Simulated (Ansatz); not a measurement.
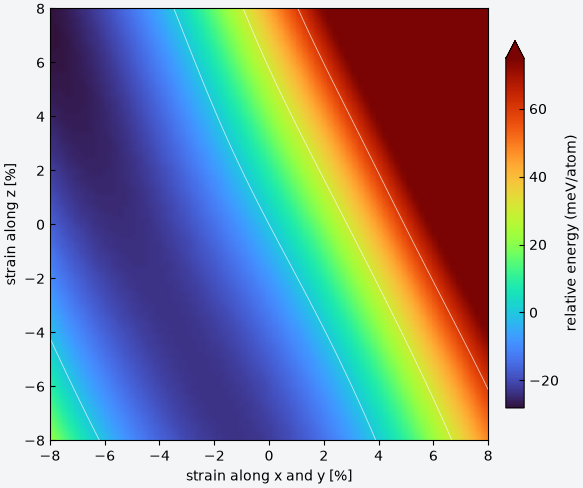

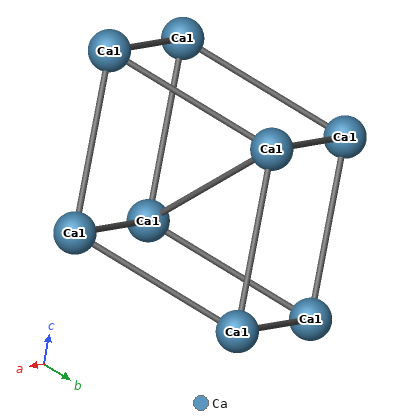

Energy landscape of Ca (Im-3m, No. 229; 1 atom in the cell). The cell is strained homogeneously, by one strain along x and y and another along z, with fractional coordinates fixed (x, y and z along the cube axes). The first coordinate is: strain along x and y; the second: strain along z. Grid: 5 × 5 points. Points are written as (first, second). Energies: meV/atom, counted from the unstrained cell. The reference cell is the one listed in the database, not relaxed at this level. These are results of DFT PBEsol, scalar-relativistic, plane waves, PAW (Ansatz), not measurements. Settings: cutoff 420 eV, k-mesh 16×16×16, gaussian smearing 0.15 eV, no spin polarisation.

The picture shows a smooth colour map with a few white contour lines, one colour for all values above the top of the scale. Between grid points the surface is interpolated. The second picture is the structure at the lowest point

Question: Summarise what can be read from the map.

Answer: The lowest grid point is at (−8 %, 8 %), −28 meV/atom from the unstrained cell. It lies at the edge of the scanned range, so the true minimum may lie outside. There is a further well near (−4 %, −4 %) (5 meV/atom above the lowest at that grid point). The highest grid point, (8 %, 8 %), lies 222 meV/atom above the lowest.

Grid values (meV/atom):

```tsv
strain along z ↓, strain along x and y →	−8	−4	0	4	8
8	−28	−5	44	111	194
4	−25	−16	20	77	151
0	−16	−23	0	46	111
−4	−1	−23	−15	20	76
−8	22	−16	−22	1	48
```
